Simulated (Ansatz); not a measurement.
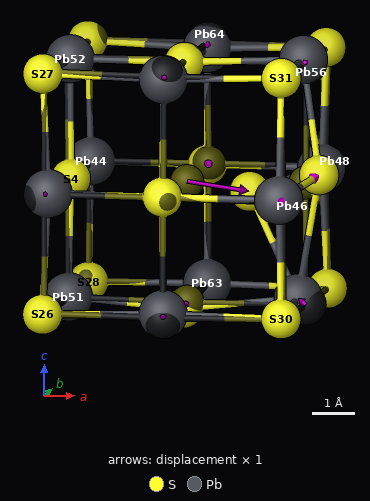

This is a relaxation of a defect cell of composition S₃₃Pb₃₁ (cell charge −2). The starting structure is drawn faded, the final one solid; purple arrows show the displacements, at their true length.

Style: ball-and-stick. Shown: the atoms within 5.8 Å of the atom that moves most (axes of the cell of the calculation (origin shifted)), slightly off an axis.

Theory: Ansatz 0.2.0, DFT, PBEsol, PAW, plane waves. (plane-wave cutoff 420 eV; k-point mesh 1 × 1 × 1; mesh shifted by (0.25, 0.25, 0.25); no spin polarisation; atoms relaxed in a fixed cell; force threshold 0.03 eV/Å; at most 80 steps)

Question: What happened in the run?

Answer: Over 14 geometry steps the energy falls by 2.473 eV per cell of the calculation. Largest force component: 0.43 eV/Å at the start, 0.0091 eV/Å at the end. The atom that moves furthest is an S atom (1.54 Å roughly along [3 1 −1]). Largest moves by element: S 1.54 Å, Pb 0.29 Å. The cell stays as it was. Some distances before and after: S–S 2.934 → 4.365 Å, Pb–S 4.088 → 2.781 Å, Pb–S 4.157 → 2.857 Å, S–S 2.933 → 2.094 Å. New bonds form, among them: Pb–S (4.09 → 2.78 Å), Pb–S (4.16 → 2.86 Å), S–S (2.93 → 2.09 Å).

Limits of the set-up: the cell is charged, on a uniform background, and energies carry no finite-size correction.
